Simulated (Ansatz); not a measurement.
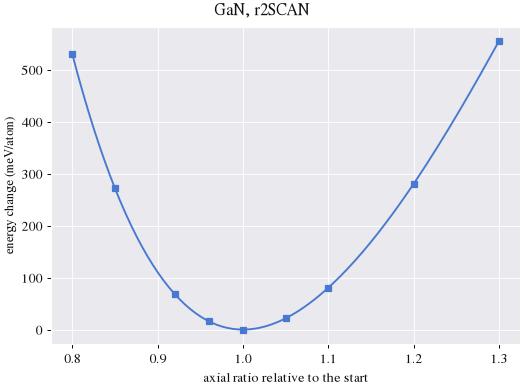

The picture above shows the energy change against relative axial ratio for GaN, space group P6_3mc (No. 186).

Starting cell:
```yaml
crystal:
  lattice:
    - [3.18310, 0.00000, 0.00000]
    - [-1.59155, 2.75664, 0.00000]
    - [0.00000, 0.00000, 5.18360]
  atoms:
    - { symbol: Ga, position: [0.33333, 0.66667, 0.99911] }
    - { symbol: Ga, position: [0.66667, 0.33333, 0.49911] }
    - { symbol: N, position: [0.33333, 0.66667, 0.37589] }
    - { symbol: N, position: [0.66667, 0.33333, 0.87589] }
```

Method: deformation of a crystal at fixed volume, lengths along the axis scaled against those across it, fractional coordinates fixed, by plane-wave density functional theory with PAW datasets, free energies less that of the undisturbed cell, pressure positive in compression; scalar-relativistic (Ansatz 0.2.0). Level: r2SCAN, no spin polarisation.

- wave cutoff: 500 eV
- k mesh: 12×12×6
- occupations: Gaussian
- smearing width: 0.05 eV
- k shift: (0, 0, 0) (mesh steps)
- start: relaxed
- path: axial
- axis direction: (0, 0, 1) (Cartesian unit vector)

From this curve and the settings, what does the calculation give for the pressure and gap on the k mesh at the same points?

The pressure goes from 16.0 GPa at relative axial ratio 0.80 to 17.3 GPa at 1.30, not monotonically, with a low of 0.0 GPa at 1.00. The gap on the k mesh is zero at relative axial ratio 1.30 and open elsewhere, at most 2.351 eV at 1.00.

```
axial ratio relative to the start  pressure (GPa)  gap on the k mesh (eV)
                             0.80            16.0                   2.246
                             0.85             8.2                   2.218
                             0.92             2.0                   2.288
                             0.96             0.5                   2.345
                             1.00             0.0                   2.351
                             1.05             0.7                   2.163
                             1.10             2.6                   1.856
                             1.20             8.9                   0.960
                             1.30            17.3                   0.000
```

Limits of the calculation: gap closes along the scan on a mesh chosen for the insulator; shape and atomic fractions are frozen while scaling, which makes layered, chain and framework solids too stiff.
